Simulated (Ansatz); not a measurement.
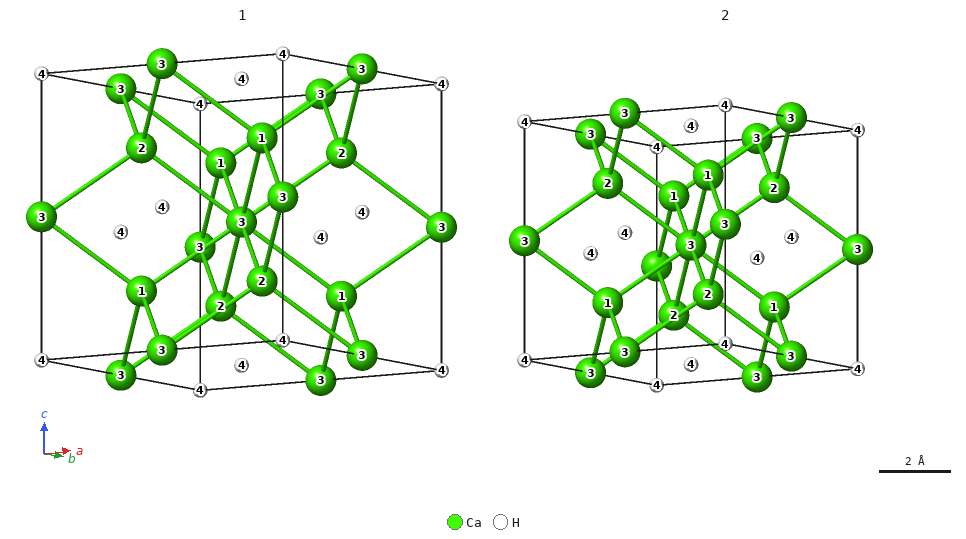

Two geometries of solid Ca$_{3}$H (a generated structure, set up in Fm-3m) (coarse preliminary run), drawn at one scale. One is the start of a relaxation, the other its converged end. A ball-and-stick model of the conventional cell (4 times the calculation's cell), seen from a free direction. Lengths and directions refer to the drawn axes.

Computed with DFT PBE, scalar-relativistic, plane waves, PAW (Ansatz). (plane-wave cutoff 420 eV; k-point mesh 4 × 4 × 4; occupations gaussian; smearing width 0.1 eV; no spin polarisation; cell and atoms relaxed; force threshold 0.04 eV/Å; at most 70 steps)

### Which geometry has the lower energy?

Structure 1 is the relaxed one. The energy falls by 2.306 eV per cell of the calculation in 5 accepted moves (7 points after the start). All forces vanish by symmetry, so only the cell relaxes. The pressure goes from 16.15 to 0.21 GPa. At 2 points the geometry stayed and the basis and grid were re-selected for the new cell (energy shift of 68.1 meV per cell of the calculation at most each time). No atom moves by more than 0.005 Å relative to the cell. The volume changes by +73.2 %, with a = b = c 6.861 → 8.240 Å (+20.1 %). Some distances before and after: Ca1–Ca2 3.430 → 4.120 Å, Ca1–Ca3 2.971 → 3.568 Å. The space group stays Fm-3m (No. 225). The run took 7.7 s on 1 thread of Arm Neoverse V2 (shared host), peak memory 0.33 GiB.
